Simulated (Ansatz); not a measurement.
Take the following structure.

```cif
data_structure
_symmetry_space_group_name_H-M 'P 63 2 2'
_symmetry_Int_Tables_number 182
_cell_length_a 5.0993
_cell_length_b 5.0993
_cell_length_c 8.6286
_cell_angle_alpha 90.000
_cell_angle_beta 90.000
_cell_angle_gamma 120.000
_cell_volume 194.31
loop_
_atom_site_label
_atom_site_type_symbol
_atom_site_symmetry_multiplicity
_atom_site_Wyckoff_symbol
_atom_site_fract_x
_atom_site_fract_y
_atom_site_fract_z
_atom_site_occupancy
Si1 Si 4 f 0.66667 0.33333 0.93720 1
O1 O 6 g 0.00000 0.41738 0.00000 1
O2 O 2 c 0.66667 0.33333 0.75000 1
```

> Characterise the structure given above.

Chemical formula SiO2. The structure has P6_322 (No. 182) symmetry and a primitive hexagonal lattice. The cell comprises 4 formula units: 4 Si, 8 O. The polyhedra are SiO4 tetrahedra; they share corners. The coordination shell of Si holds four O in a tetrahedral arrangement at 1.62 Å. The neighbours of O are two Si at 1.62 Å. The bonds build a three-dimensional framework.

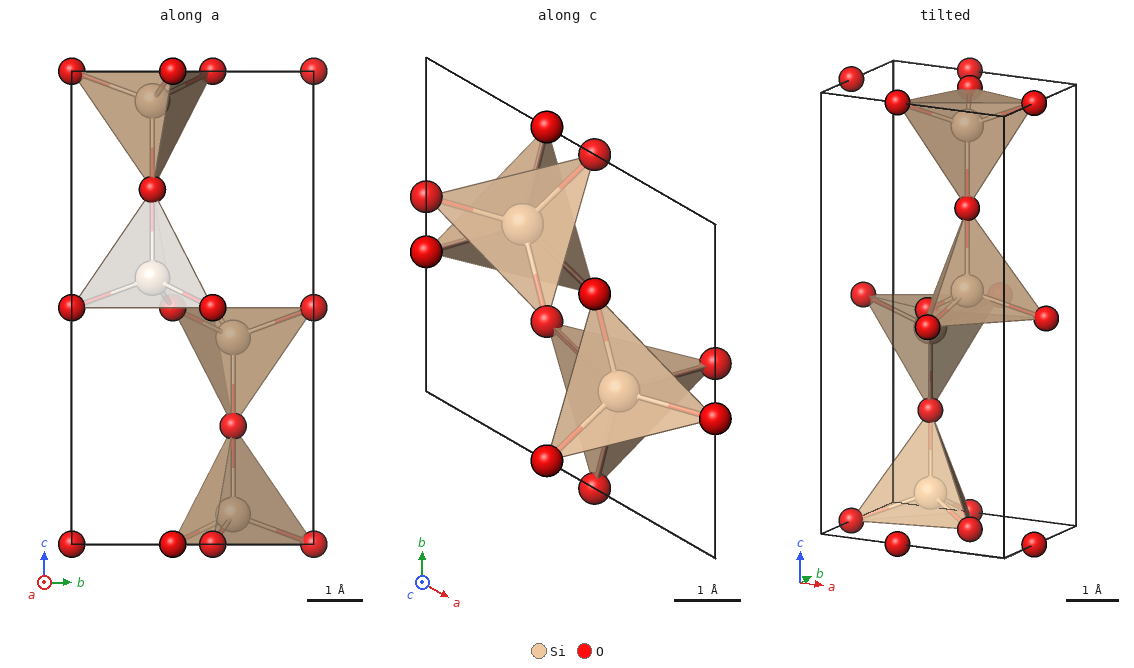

The crystal in a polyhedral representation, seen along the a axis, along the c axis and slightly off an axis. The conventional unit cell is drawn as a box. Colours: silicon light orange, oxygen red.

The model was built from a structure listed in the Materials Project. Earlier steps of the study, as a rule a relaxation of our own, may have changed the cell and positions, so they can lie some per cent off the listed ones. It was the input of a calculation with Ansatz.
